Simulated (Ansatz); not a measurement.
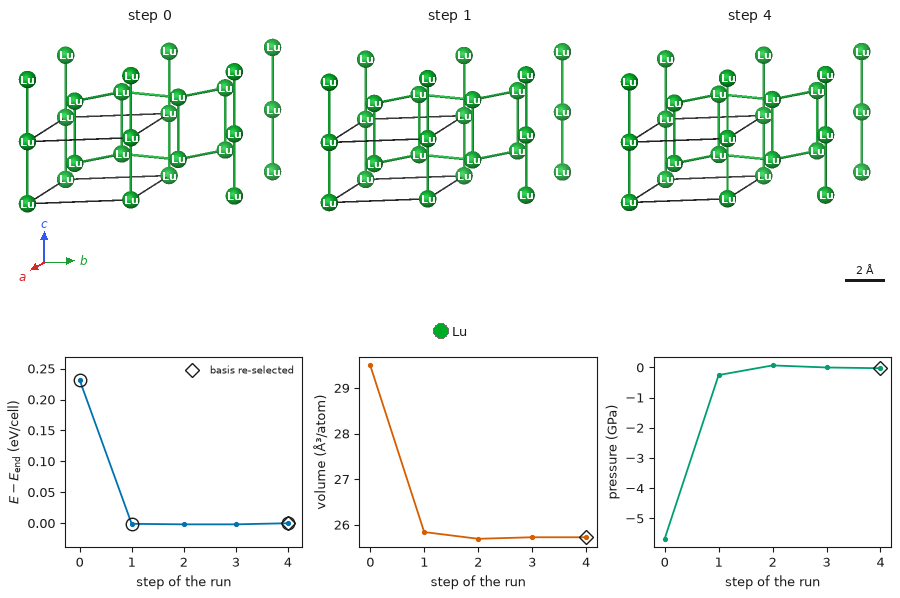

Frames of a relaxation of a crystal of Lu (a generated structure, set up in P6/mmm), marked on the history of the run. Style: ball-and-stick. Shown: the cell of the calculation, repeated 1 × 2 × 2 with one cell outlined, slightly off an axis.

Phase: omega (AlB2-type).

The calculation used DFT, LDA (PW92), plane waves (420 eV) with PAW, scalar-relativistic (Ansatz 0.2.0).

Input
```yaml
crystal:
  lattice:
    - [5.5034237973, 0.0, 0.0]
    - [-2.7517118986, 4.7661048162, 0.0]
    - [0.0, 0.0, 3.3735987877]
  atoms:
    - { symbol: Lu, position: [0.0, 0.0, 0.0] }
    - { symbol: Lu, position: [0.3333333333, 0.6666666667, 0.5] }
    - { symbol: Lu, position: [0.6666666667, 0.3333333333, 0.5] }
hamiltonian:
  xc: lda
  pseudopotentials:
    kind: paw
    azcp:
      Lu: "pseudopotentials/Lu.paw.azcp"
basis:
  ecutwfc: 420
  fft_grid_basis: typed
kpoints:
  mp_grid: { grid: [7, 7, 9], shift: [0, 0, 0] }
magnetization:
  spin_polarized: false
scf:
  occupations: { method: fermi_dirac, width: 0.1 }
relax:
  max_steps: 60
  f_tol: 0.01
  cell: {}
```

### Describe the path.

Over 3 accepted moves (4 points after the start) the energy falls by 0.232 eV per cell of the calculation. All forces vanish by symmetry, so only the cell relaxes. The pressure goes from −5.67 to −0.02 GPa. At 1 point the geometry stayed and the basis and grid were re-selected for the new cell (energy shift of 1.8 meV per cell of the calculation at most each time). The atoms keep their places relative to the cell (all moves are under 0.005 Å). The drawn cell changes as follows: a = b 5.503 → 5.217 Å (−5.2 %), c 3.374 → 3.274 Å (−2.9 %); the volume changes by −12.8 %. Near-neighbour distances that change, for instance: Lu1–Lu2 3.597 → 3.428 Å, Lu2–Lu3 3.177 → 3.012 Å, Lu1–Lu1 3.374 → 3.274 Å. The space group stays P6/mmm (No. 191). The program noted that a PAW file was made for another functional than the run's. Cost: 23 s on 2 threads of Intel(R) Xeon(R) Platinum 8375C CPU @ 2.90GHz (Ice Lake) (shared host), peak memory 0.49 GiB. From step 0 to 1: volume −12.4 %, energy −0.233 eV per cell of the calculation. From step 1 to 4: volume −0.4 %, energy +1.0 meV per cell of the calculation.

```csv
step,"E − E(0), meV/atom","pressure, GPa","volume, Å³/atom",note
0,0.00,-5.67,29.496,
1,-77.60,-0.25,25.841,
2,-77.88,0.07,25.693,
3,-77.88,0.00,25.727,
4,-77.28,-0.02,25.727,"same geometry, new basis"
```
